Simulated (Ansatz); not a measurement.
Input

```
crystal:
  lattice:
    - [3.0421853998, 0.0, 0.0]
    - [-1.5210926999, 2.6346098393, 0.0]
    - [0.0, 0.0, 2.9586779571]
  atoms:
    - { symbol: Ga, position: [0.0, 0.0, 0.0] }
    - { symbol: O, position: [0.6666666667, 0.3333333333, 0.5] }
basis:
  ecutwfc: 420
kpoints:
  mp_grid: { grid: [24, 24, 18] }
hamiltonian:
  xc: pbe
scf:
  occupations: { method: gaussian, width: 0.1 }
output:
  forces: true
  stress: true
  eigenvalues: true
  write_density: true
  write_potential: true
  elf: true
  volumetric_format: npy
relax:
  adjacent_minimum: "off"
  f_tol: 0.01
  max_steps: 80
  cell: { stress_tol: 0.05 }
```

Launched as:

```sh
ansatz run input.yaml --threads 1 --pin off --max-ram 2560MiB --backend cpu --events-out ev --progress --plain --runs-dir out
```

Below, planes, directions and counts refer to the conventional cell (a = 3.05 Å, b = 3.05 Å, c = 2.94 Å, α = 90.00°, β = 90.00°, γ = 120.00°).

The fields are those of the run's last geometry, not of the input's.

Space group P-6m2; a structure generated by program, which may or may not match a known phase; computed without spin polarisation.

Computed with DFT PBE, scalar-relativistic, plane waves, PAW (Ansatz 0.2.0).

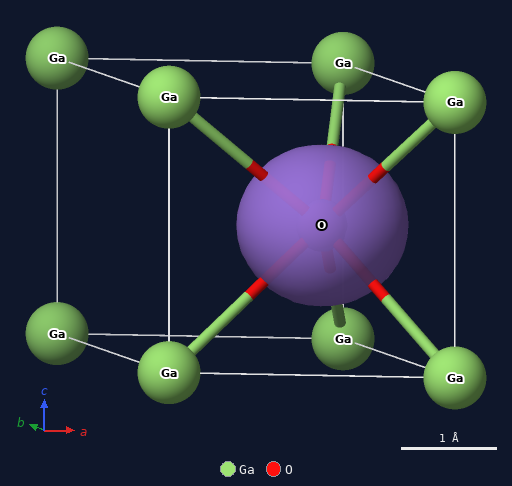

GaO. Isosurface of the electron localisation function at 0.6 (purple), seen slightly off an axis. Core shells and regions of very low density are left out. Sticks mark near contacts.

In a PAW calculation such maps are meaningful between the atoms, not at the nuclei.

### Identify the bonds, lone pairs and shells in this picture.

The surface consists of one region wrapped around O (its valence shell), counted in one cell of 2 atoms. Any copies at cell faces, edges or corners count once. Profiles from the grid: Ga–O (2.29 Å): the ELF peaks at about 0.80 in the valence shell of O, 0.6 Å from its nucleus, and drops to about 0.20 between the two atoms: no shared electron pair shows on this line.
